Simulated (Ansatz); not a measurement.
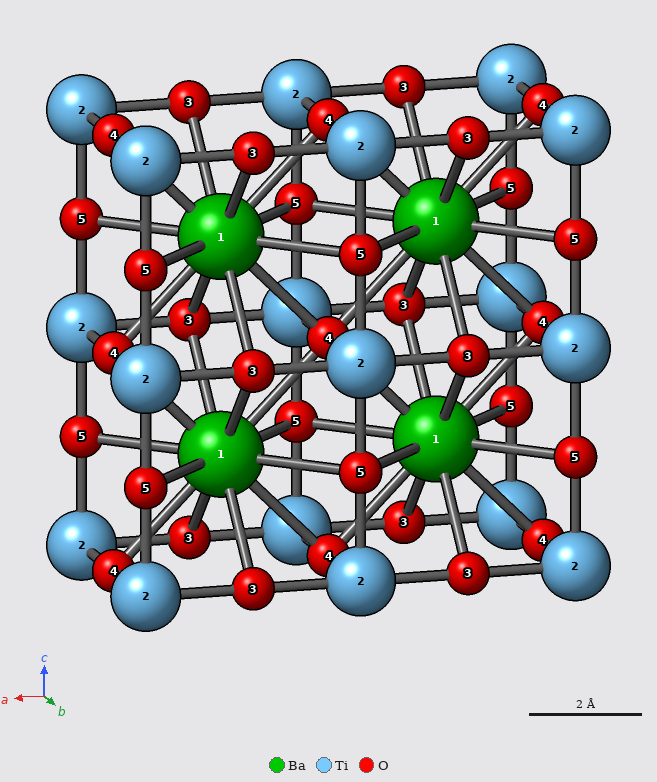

The starting structure (ball-and-stick view of the cell of the calculation, repeated 2 × 1 × 2, seen at an oblique angle; atoms are numbered from 1 in the order of the input). An atom can appear more than once, as a periodic image.

**BaTiO3: geometry relaxation (part 1 of 2)**

BaTiO3 (Pm-3m, 5 atoms in the cell), computed with DFT PBEsol, scalar-relativistic, plane waves, PAW, no spin polarisation (Ansatz 0.2.0).

The structure derives from an entry of the Crystallography Open Database. Figures and captions count atoms from 1; the log counts them from 0 in places.

**The program's output**
```
Engine: ansatz 0.2.0, aarch64-unknown-linux-gnu
Pseudopotentials: kind: paw
Pseudopotential: Ba, paw, valence charge 10, recommended cutoff 420 eV (normal), Ba.paw.azcp
Pseudopotential: Ti, paw, valence charge 12, recommended cutoff 420 eV (normal), Ti.paw.azcp
Pseudopotential: O, paw, valence charge 6, recommended cutoff 420 eV (normal), O.paw.azcp
Functional definition: PBEsol
  exchange = pbesol_x
  correlation = pbesol_c
Crystal: 5 atoms, lattice volume = 64.351 Å³
Basis set: ecut = 420 eV, 1237 PW (Γ), exchange–correlation on 54×54×54 points (8 copies of the dense FFT grid, shifted against one another)
Bands: 25, of which v1, the nominal top of the filled ones, is band 20 counted from 1 (19 counted from 0)
Symmetry: 48 space group operations
Space group: Pm-3m (ITA 221), of the structure as read, at distance tolerance 4.0e-5 Å
k-points: 35 of 512
Non-local potential: Ba, projectors of the file, l = 0: 3, l = 1: 2, l = 2: 2, l = 3: 2
Non-local potential: Ti, projectors of the file, l = 0: 3, l = 1: 2, l = 2: 3, l = 3: 1
Non-local potential: O, projectors of the file, l = 0: 2, l = 1: 2, l = 2: 1
PAW form: soft (Blöchl's): semilocal exchange-correlation on the pseudo side does not see the compensation charge
PAW frozen core: Ba, regenerated for the run's functional, and the local potential with it (the file was generated under x = pbe(κ = 0.804, μ = 0.2195149727645171), c = pbe(β = 0.06672455060314922))
PAW frozen core: Ti, regenerated for the run's functional, and the local potential with it (the file was generated under x = pbe(κ = 0.804, μ = 0.2195149727645171), c = pbe(β = 0.06672455060314922))
PAW frozen core: O, regenerated for the run's functional, and the local potential with it (the file was generated under x = pbe(κ = 0.804, μ = 0.2195149727645171), c = pbe(β = 0.06672455060314922))
PAW one-centre angular grid: Ba, 194 points (default); XC on 64 Gauss nodes
PAW one-centre angular grid: Ti, 590 points (default); XC on 64 Gauss nodes
PAW one-centre angular grid: O, 110 points (default); XC on 64 Gauss nodes
Initial density: superposition of atomic densities (neutral atoms: chi_scale 0, normalization atom), corrected by the library's trained network
Initial wavefunctions: pseudopotential atomic-orbital guess
Functional: x = pbesol(κ = 0.804, μ = 0.12345679012345678), c = pbesol(β = 0.046)
SCF iter   1: F=—  HF=-10027.470089 eV  |F-HF|=—  |Δ(HF+E_count)|=         —  Δρ=1.71e-2  dr2=1.63e-1  ethr=1.77e-3  ⟨swp⟩=6.4  Hψ=4411  notcnv=0
preconditioner: auto → Resta (q_TF=auto, 2.520 Å⁻¹)  ε∞=6.0  [insulator: Δε(μ)=1.568 eV  Ē_g=11.759 eV  σ=0.020 eV  W_gap=1.00  n_scr=18 (ndim 8)  ℏωp=26.2 eV  f_vac=0.000  D(μ)=0.00/eV (n_scr^D=0)  ε∞_Penn≈6.0]
SCF iter   2: F=—  HF=-10027.437214 eV  |F-HF|=—  |Δ(HF+E_count)|=   3.29e-2  Δρ=4.44e-3  dr2=1.53e-2  ethr=4.08e-4  ⟨swp⟩=2.5  Hψ=1647  notcnv=0  defer=34
SCF iter   3: F=—  HF=-10027.435438 eV  |F-HF|=—  |Δ(HF+E_count)|=   1.78e-3  Δρ=1.49e-3  dr2=1.78e-3  ethr=3.83e-5  ⟨swp⟩=2.1  Hψ=1302  notcnv=0  defer=35
SCF iter   4: F=—  HF=-10027.435204 eV  |F-HF|=—  |Δ(HF+E_count)|=   2.34e-4  Δρ=1.57e-4  dr2=1.52e-5  ethr=4.44e-6  ⟨swp⟩=2.0  Hψ=1568  notcnv=0  defer=35
SCF iter   5: F=—  HF=-10027.435492 eV  |F-HF|=—  |Δ(HF+E_count)|=   2.88e-4  Δρ=3.17e-5  dr2=5.17e-7  ethr=3.79e-8  ⟨swp⟩=2.1  Hψ=1508  notcnv=0  defer=35
SCF iter   6: F=-10027.435492 eV  HF=-10027.435492 eV  |F-HF|=6.39e-9  |Δ(HF+E_count)|=   1.64e-7  Δρ=6.36e-6  dr2=2.14e-8  ethr=2.50e-10  ⟨swp⟩=10.0  Hψ=4746  notcnv=0
SCF 1 converged in 6 iterations: F = -10027.435492 eV  dr2 = 2.14e-8
  greatest PAW one-centre occupation: 0.999 electrons in one spin orbital (limit 2), on the Ti atom at site 1 (counted from 0), in its partial waves of l = 0
relax step   1: F+E_penalty+E_count = -10027.43549227 eV  Δ(F+E_penalty+E_count) = +0.000e0 eV  max|allowed force component| = 3.865e-29 eV/Å  Δτ_max = 0.0000 Å  P = -4.765 GPa  Ω = 64.351 Å³  (6 SCF iters, dr2 threshold 1.00e-7 eV, accepted)
Crystal: 5 atoms, lattice volume = 62.456 Å³
Basis set: ecut = 420 eV, 1213 PW (Γ), exchange–correlation on 54×54×54 points (8 copies of the dense FFT grid, shifted against one another)
Initial density: handed on by an earlier stage of this run
Initial wavefunctions: those handed on with the density
iter 1 solved again at ethr=1.45e-5 eV; its pass at ethr=3.10e-3 eV (dr2=5.82e-3 eV) is discarded
SCF iter   1: F=—  HF=-10027.469426 eV  |F-HF|=—  |Δ(HF+E_count)|=         —  Δρ=3.50e-3  dr2=6.00e-3  ethr=1.45e-5  ⟨swp⟩=2.0  Hψ=4877  notcnv=0
preconditioner: auto → Resta (q_TF=auto, 2.533 Å⁻¹)  ε∞=5.9  [insulator: Δε(μ)=1.861 eV  Ē_g=12.040 eV  σ=0.020 eV  W_gap=1.00  n_scr=18 (ndim 8)  ℏωp=26.6 eV  f_vac=0.000  D(μ)=0.00/eV (n_scr^D=0)  ε∞_Penn≈5.9]
SCF iter   2: F=—  HF=-10027.468475 eV  |F-HF|=—  |Δ(HF+E_count)|=   9.51e-4  Δρ=1.19e-3  dr2=8.05e-4  ethr=1.45e-5  ⟨swp⟩=2.0  Hψ=1350  notcnv=0
SCF iter   3: F=—  HF=-10027.468412 eV  |F-HF|=—  |Δ(HF+E_count)|=   6.25e-5  Δρ=3.74e-4  dr2=9.33e-5  ethr=2.01e-6  ⟨swp⟩=1.5  Hψ=897  notcnv=0
SCF iter   4: F=—  HF=-10027.468671 eV  |F-HF|=—  |Δ(HF+E_count)|=   2.59e-4  Δρ=5.81e-5  dr2=1.53e-6  ethr=2.33e-7  ⟨swp⟩=2.5  Hψ=1446  notcnv=0
iter 5 did not close the SCF: its close was put off for the readings that it lacked (scf_convergence_deferred on its scf_iter line)
SCF iter   5: F=-10027.468671 eV  HF=-10027.468671 eV  |F-HF|=1.29e-8  |Δ(HF+E_count)|=   2.14e-7  Δρ=1.14e-5  dr2=4.26e-8  ethr=3.84e-9  ⟨swp⟩=2.1  Hψ=1340  notcnv=0
SCF iter   6: F=-10027.468671 eV  HF=-10027.468671 eV  |F-HF|=1.55e-9  |Δ(HF+E_count)|=   1.04e-9  Δρ=2.16e-6  dr2=2.62e-9  ethr=1.06e-10  ⟨swp⟩=2.4  Hψ=2764  notcnv=0
SCF 2 converged in 6 iterations: F = -10027.468671 eV  dr2 = 2.62e-9
relax step   2: F+E_penalty+E_count = -10027.46867132 eV  Δ(F+E_penalty+E_count) = -3.318e-2 eV  max|allowed force component| = 8.207e-30 eV/Å  Δτ_max = 0.0000 Å  P = +0.487 GPa  Ω = 62.456 Å³  energy of the carried Pulay correction = +7.073e-3 eV  (6 SCF iters, dr2 threshold 5.00e-7 eV, accepted)
Crystal: 5 atoms, lattice volume = 62.627 Å³
iter 1 solved again at ethr=1.48e-7 eV; its pass at ethr=3.10e-3 eV (dr2=5.90e-5 eV) is discarded
SCF iter   1: F=—  HF=-10027.468022 eV  |F-HF|=—  |Δ(HF+E_count)|=         —  Δρ=3.41e-4  dr2=5.75e-5  ethr=1.48e-7  ⟨swp⟩=2.1  Hψ=4534  notcnv=0
preconditioner: auto → Resta (q_TF=auto, 2.532 Å⁻¹)  ε∞=5.9  [insulator: Δε(μ)=1.811 eV  Ē_g=11.997 eV  σ=0.020 eV  W_gap=1.00  n_scr=18 (ndim 8)  ℏωp=26.5 eV  f_vac=0.000  D(μ)=0.00/eV (n_scr^D=0)  ε∞_Penn≈5.9]
SCF iter   2: F=—  HF=-10027.468273 eV  |F-HF|=—  |Δ(HF+E_count)|=   2.51e-4  Δρ=1.06e-4  dr2=6.45e-6  ethr=1.44e-7  ⟨swp⟩=2.0  Hψ=1175  notcnv=0
SCF iter   3: F=—  HF=-10027.468272 eV  |F-HF|=—  |Δ(HF+E_count)|=   4.48e-7  Δρ=3.60e-5  dr2=8.34e-7  ethr=1.61e-8  ⟨swp⟩=1.4  Hψ=977  notcnv=0
iter 4 did not close the SCF: its close was put off for the readings that it lacked (scf_convergence_deferred on its scf_iter line)
SCF iter   4: F=-10027.468272 eV  HF=-10027.468272 eV  |F-HF|=6.51e-10  |Δ(HF+E_count)|=   8.15e-9  Δρ=5.35e-6  dr2=1.00e-8  ethr=2.08e-9  ⟨swp⟩=2.3  Hψ=1336  notcnv=0
iter 5 did not close the SCF: its close was put off for the readings that it lacked (scf_convergence_deferred on its scf_iter line)
SCF iter   5: F=-10027.468272 eV  HF=-10027.468272 eV  |F-HF|=2.73e-11  |Δ(HF+E_count)|=   2.24e-9  Δρ=7.98e-7  dr2=2.85e-10  ethr=2.51e-11  ⟨swp⟩=2.0  Hψ=1337  notcnv=0
SCF iter   6: F=-10027.468272 eV  HF=-10027.468272 eV  |F-HF|=9.09e-12  |Δ(HF+E_count)|=  8.55e-11  Δρ=1.36e-7  dr2=8.88e-12  ethr=1.00e-12  ⟨swp⟩=1.6  Hψ=2584  notcnv=0
SCF 3 converged in 6 iterations: F = -10027.468272 eV  dr2 = 8.88e-12
relax step   3: F+E_penalty+E_count = -10027.46827212 eV  Δ(F+E_penalty+E_count) = +3.992e-4 eV  max|allowed force component| = 3.918e-30 eV/Å  Δτ_max = 0.0000 Å  P = -0.021 GPa  Ω = 62.627 Å³  energy of the carried Pulay correction = +6.426e-3 eV  (6 SCF iters, dr2 threshold 5.00e-7 eV, accepted)
Initial wavefunctions: pseudopotential atomic-orbital guess (no wavefunctions were taken with the density)
iter 1 solved again at ethr=3.84e-8 eV; its pass at ethr=3.10e-3 eV (dr2=1.54e-5 eV) is discarded
SCF iter   1: F=—  HF=-10027.462255 eV  |F-HF|=—  |Δ(HF+E_count)|=         —  Δρ=2.21e-4  dr2=4.97e-6  ethr=3.84e-8  ⟨swp⟩=3.1  Hψ=7077  notcnv=0
preconditioner: auto → Resta (q_TF=auto, 2.532 Å⁻¹)  ε∞=5.9  [insulator: Δε(μ)=1.814 eV  Ē_g=11.999 eV  σ=0.020 eV  W_gap=1.00  n_scr=18 (ndim 8)  ℏωp=26.5 eV  f_vac=0.000  D(μ)=0.00/eV (n_scr^D=0)  ε∞_Penn≈5.9]
SCF iter   2: F=—  HF=-10027.462513 eV  |F-HF|=—  |Δ(HF+E_count)|=   2.58e-4  Δρ=1.03e-4  dr2=8.72e-7  ethr=1.24e-8  ⟨swp⟩=2.0  Hψ=1573  notcnv=0
SCF iter   3: F=—  HF=-10027.462515 eV  |F-HF|=—  |Δ(HF+E_count)|=   1.40e-6  Δρ=2.63e-5  dr2=5.71e-8  ethr=2.18e-9  ⟨swp⟩=2.3  Hψ=1557  notcnv=0
SCF iter   4: F=—  HF=-10027.462515 eV  |F-HF|=—  |Δ(HF+E_count)|=   9.63e-8  Δρ=1.03e-6  dr2=5.47e-10  ethr=1.43e-10  ⟨swp⟩=2.0  Hψ=1407  notcnv=0
SCF iter   5: F=—  HF=-10027.462515 eV  |F-HF|=—  |Δ(HF+E_count)|=  1.06e-10  Δρ=4.03e-7  dr2=1.21e-10  ethr=1.37e-12  ⟨swp⟩=2.5  Hψ=1348  notcnv=0
SCF iter   6: F=-10027.462515 eV  HF=-10027.462515 eV  |F-HF|=0.00e0  |Δ(HF+E_count)|=  1.09e-11  Δρ=5.11e-8  dr2=2.22e-12  ethr=1.00e-12  ⟨swp⟩=4.9  Hψ=3142  notcnv=0
SCF 4 converged in 6 iterations: F = -10027.462515 eV  dr2 = 2.22e-12
relax step   4: F+E_penalty+E_count = -10027.46251499 eV  Δ(F+E_penalty+E_count) = +5.757e-3 eV  max|allowed force component| = 1.617e-30 eV/Å  Δτ_max = 0.0000 Å  P = -0.185 GPa  Ω = 62.627 Å³  stress off target by 1.85e-1 GPa  SCF on the basis re-selected at this cell (its energy is not comparable with the rows above)  (6 SCF iters)
basis re-selected at this cell: Δ(F+E_penalty+E_count) = +5.757e-3 eV, ΔP = -0.164 GPa vs the last step (what re-selecting the basis moved, of the pressure what is left beyond the Pulay correction that the steps carried, after the strain that the cell walked since its last selection, with what the two solves' SCF thresholds leave and, on support functions, any second-order correction that the steps lacked; it is no measure of the basis error at this ecutwfc). This SCF's stress stands 1.85e-1 GPa from its target on what of the cell is left free (relax.cell.stress_tol is 5.00e-2 GPa) and its largest allowed force component is 1.62e-30 eV/Å (relax.f_tol is 5.00e-3 eV/Å): not within both, so this SCF does not close the relaxation
Crystal: 5 atoms, lattice volume = 62.565 Å³
iter 1 solved again at ethr=1.64e-8 eV; its pass at ethr=3.10e-3 eV (dr2=6.58e-6 eV) is discarded
SCF iter   1: F=—  HF=-10027.462536 eV  |F-HF|=—  |Δ(HF+E_count)|=         —  Δρ=1.14e-4  dr2=6.24e-6  ethr=1.64e-8  ⟨swp⟩=2.0  Hψ=4480  notcnv=0
preconditioner: auto → Resta (q_TF=auto, 2.532 Å⁻¹)  ε∞=5.9  [insulator: Δε(μ)=1.818 eV  Ē_g=12.006 eV  σ=0.020 eV  W_gap=1.00  n_scr=18 (ndim 8)  ℏωp=26.6 eV  f_vac=0.000  D(μ)=0.00/eV (n_scr^D=0)  ε∞_Penn≈5.9]
SCF iter   2: F=—  HF=-10027.462788 eV  |F-HF|=—  |Δ(HF+E_count)|=   2.53e-4  Δρ=4.49e-5  dr2=1.13e-6  ethr=1.56e-8  ⟨swp⟩=2.0  Hψ=1546  notcnv=0
SCF iter   3: F=—  HF=-10027.462788 eV  |F-HF|=—  |Δ(HF+E_count)|=   1.04e-7  Δρ=1.19e-5  dr2=9.52e-8  ethr=2.81e-9  ⟨swp⟩=2.0  Hψ=1347  notcnv=0
iter 4 did not close the SCF: its close was put off for the readings that it lacked (scf_convergence_deferred on its scf_iter line)
SCF iter   4: F=-10027.462788 eV  HF=-10027.462788 eV  |F-HF|=1.97e-9  |Δ(HF+E_count)|=  7.91e-10  Δρ=2.59e-6  dr2=4.89e-9  ethr=2.38e-10  ⟨swp⟩=1.7  Hψ=1077  notcnv=0
iter 5 did not close the SCF: its close was put off for the readings that it lacked (scf_convergence_deferred on its scf_iter line)
SCF iter   5: F=-10027.462788 eV  HF=-10027.462788 eV  |F-HF|=1.02e-10  |Δ(HF+E_count)|=  4.53e-10  Δρ=6.27e-7  dr2=1.65e-10  ethr=1.22e-11  ⟨swp⟩=2.7  Hψ=1464  notcnv=0
SCF iter   6: F=-10027.462788 eV  HF=-10027.462788 eV  |F-HF|=0.00e0  |Δ(HF+E_count)|=  1.64e-11  Δρ=8.30e-8  dr2=3.80e-12  ethr=1.00e-12  ⟨swp⟩=1.9  Hψ=2404  notcnv=0
SCF 5 converged in 6 iterations: F = -10027.462788 eV  dr2 = 3.80e-12
relax step   5: F+E_penalty+E_count = -10027.46278837 eV  Δ(F+E_penalty+E_count) = -2.734e-4 eV  max|allowed force component| = 2.279e-30 eV/Å  Δτ_max = 0.0000 Å  P = -0.002 GPa  Ω = 62.565 Å³  energy of the carried Pulay correction = +2.368e-4 eV  (6 SCF iters, dr2 threshold 8.58e-8 eV, accepted)
iter 1 solved again at ethr=2.21e-8 eV; its pass at ethr=3.10e-3 eV (dr2=8.85e-6 eV) is discarded
SCF iter   1: F=—  HF=-10027.462268 eV  |F-HF|=—  |Δ(HF+E_count)|=         —  Δρ=1.86e-5  dr2=9.14e-8  ethr=2.21e-8  ⟨swp⟩=3.3  Hψ=7120  notcnv=0
preconditioner: auto → Resta (q_TF=auto, 2.532 Å⁻¹)  ε∞=5.9  [insulator: Δε(μ)=1.816 eV  Ē_g=12.006 eV  σ=0.020 eV  W_gap=1.00  n_scr=18 (ndim 8)  ℏωp=26.6 eV  f_vac=0.000  D(μ)=0.00/eV (n_scr^D=0)  ε∞_Penn≈5.9]
SCF iter   2: F=—  HF=-10027.462521 eV  |F-HF|=—  |Δ(HF+E_count)|=   2.53e-4  Δρ=7.41e-6  dr2=1.49e-8  ethr=2.28e-10  ⟨swp⟩=3.0  Hψ=1808  notcnv=0
SCF iter   3: F=—  HF=-10027.462521 eV  |F-HF|=—  |Δ(HF+E_count)|=   1.08e-9  Δρ=4.84e-6  dr2=5.91e-9  ethr=3.73e-11  ⟨swp⟩=1.3  Hψ=892  notcnv=0
iter 4 did not close the SCF: its close was put off for the readings that it lacked (scf_convergence_deferred on its scf_iter line)
SCF iter   4: F=-10027.462521 eV  HF=-10027.462521 eV  |F-HF|=7.28e-12  |Δ(HF+E_count)|=   1.18e-9  Δρ=3.18e-7  dr2=2.10e-11  ethr=1.48e-11  ⟨swp⟩=2.3  Hψ=1366  notcnv=0
iter 5 did not close the SCF: its close was put off for the readings that it lacked (scf_convergence_deferred on its scf_iter line)
SCF iter   5: F=-10027.462521 eV  HF=-10027.462521 eV  |F-HF|=3.64e-12  |Δ(HF+E_count)|=  3.64e-12  Δρ=9.83e-8  dr2=3.25e-12  ethr=1.00e-12  ⟨swp⟩=1.0  Hψ=876  notcnv=0
iter 6 did not close the SCF: its close was put off for the readings that it lacked (scf_convergence_deferred on its scf_iter line)
SCF iter   6: F=-10027.462521 eV  HF=-10027.462521 eV  |F-HF|=1.82e-12  |Δ(HF+E_count)|=  3.64e-12  Δρ=2.58e-8  dr2=4.58e-13  ethr=1.00e-12  ⟨swp⟩=1.0  Hψ=875  notcnv=0
iter 7 did not close the SCF: its close was put off for the readings that it lacked (scf_convergence_deferred on its scf_iter line)
SCF iter   7: F=-10027.462521 eV  HF=-10027.462521 eV  |F-HF|=1.82e-12  |Δ(HF+E_count)|=    0.00e0  Δρ=1.72e-8  dr2=1.13e-13  ethr=1.00e-12  ⟨swp⟩=1.1  Hψ=877  notcnv=0
SCF iter   8: F=-10027.462521 eV  HF=-10027.462521 eV  |F-HF|=5.46e-12  |Δ(HF+E_count)|=  3.64e-12  Δρ=7.78e-9  dr2=2.14e-14  ethr=1.00e-12  ⟨swp⟩=3.0  Hψ=2107  notcnv=0
SCF 6 converged in 8 iterations: F = -10027.462521 eV  dr2 = 2.14e-14
relax step   6: F+E_penalty+E_count = -10027.46252092 eV  Δ(F+E_penalty+E_count) = +2.674e-4 eV  max|allowed force component| = 3.566e-30 eV/Å  Δτ_max = 0.0000 Å  P = -0.006 GPa  Ω = 62.565 Å³  stress off target by 5.73e-3 GPa  SCF on the basis re-selected at this cell (its energy is not comparable with the rows above)  (8 SCF iters)
```
